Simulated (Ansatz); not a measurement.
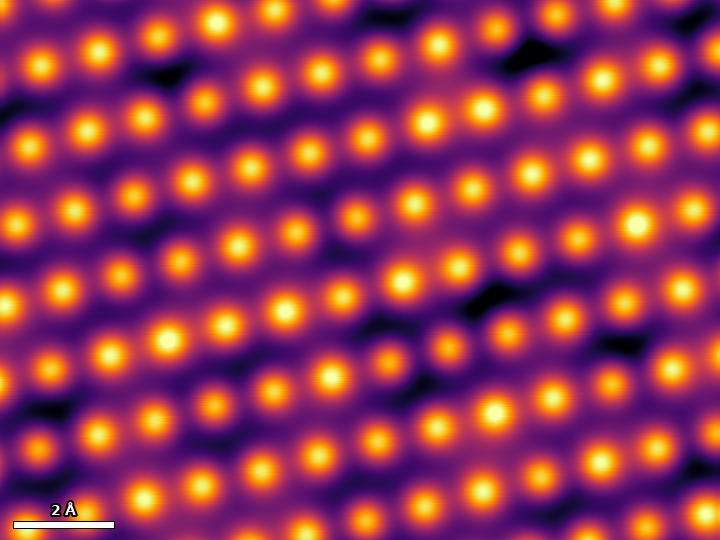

iDPC-like image of Co (I4_1/amd, No. 141). Simulated as the projected potential of neutral atoms (B = 0.8 Å²) blurred by a 0.50 Å probe, the thin-sample limit of integrated differential phase contrast. The display is stretched by a gamma of 0.8; percentages refer to the linear signal. A slight drift and the speckle of an amorphous layer were added. Model: coordinates from a relaxation with DFT, r2SCAN, plane waves (500 eV) with PAW, scalar-relativistic in Ansatz; the starting structure was generated, so it need not be a known form of this composition.

Space group I4_1/amd:1 (No. 141). a = 4.240 Å, b = 4.240 Å, c = 2.426 Å, α = 90.00°, β = 90.00°, γ = 90.00°
| atom | site | symmetry | x | y | z |
| --- | --- | --- | --- | --- | --- |
| Co | 4a | -4m2 | 0.0000 | 0.0000 | 0.0000 |

### Which beam direction gives this image, [201], [111], [210] or [110]? (Directions equivalent by symmetry count as one.)

[110]. The projected cells are 1.17 × 2.20 Å, 105° for [201]; 2.25 × 3.20 Å, 111° for [111]; 1.54 × 1.54 Å, 104° for [210]; 1.21 × 1.62 Å, 112° for [110], and the image repeats as the [110] one does.
